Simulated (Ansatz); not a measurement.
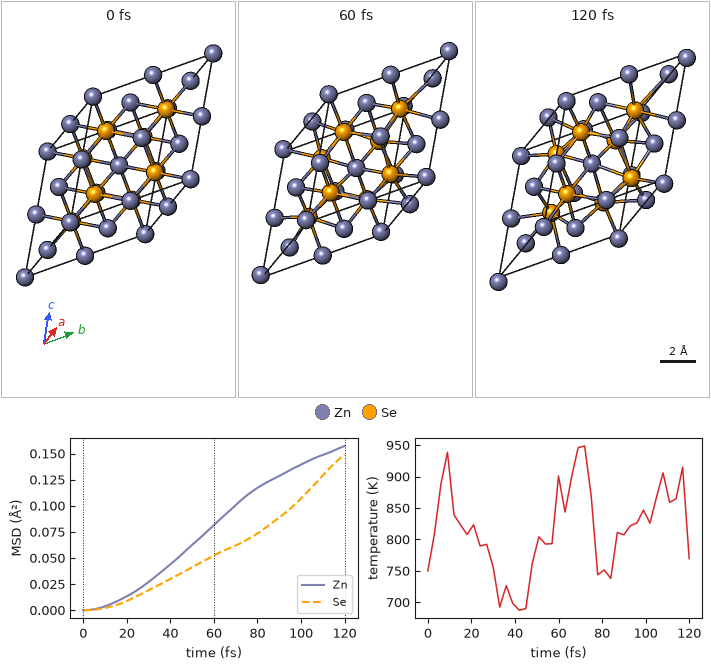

Molecular dynamics of a 16-atom cell of ZnSe (built on the rocksalt type), 120 fs long. Frames and the history of the run. A ball-and-stick model of the reduced simulation cell, seen from a free direction. Bonds to atoms that aren't drawn are left out. Lengths and directions refer to the drawn axes.

Theory: DFT, PBEsol, plane waves, PAW (Ansatz 0.2.0). Settings: plane-wave cutoff 420 eV; k-point mesh 2 × 2 × 2; Fermi-Dirac smearing 0.069 eV; Langevin thermostat (NVT); set temperature 800 K; time step 3 fs.

**What do the frames and curves show?**

Root-mean-square distances from the starting positions over the second half, with the common drift of all atoms taken out: Zn 0.35 Å, Se 0.31 Å. The run lasts only 120 fs, too short to tell vibration from diffusion. The mean temperature in the second half is 846 K (standard deviation 61 K). The potential energy in the second half lies on average 66.8 meV per atom above the first frame.
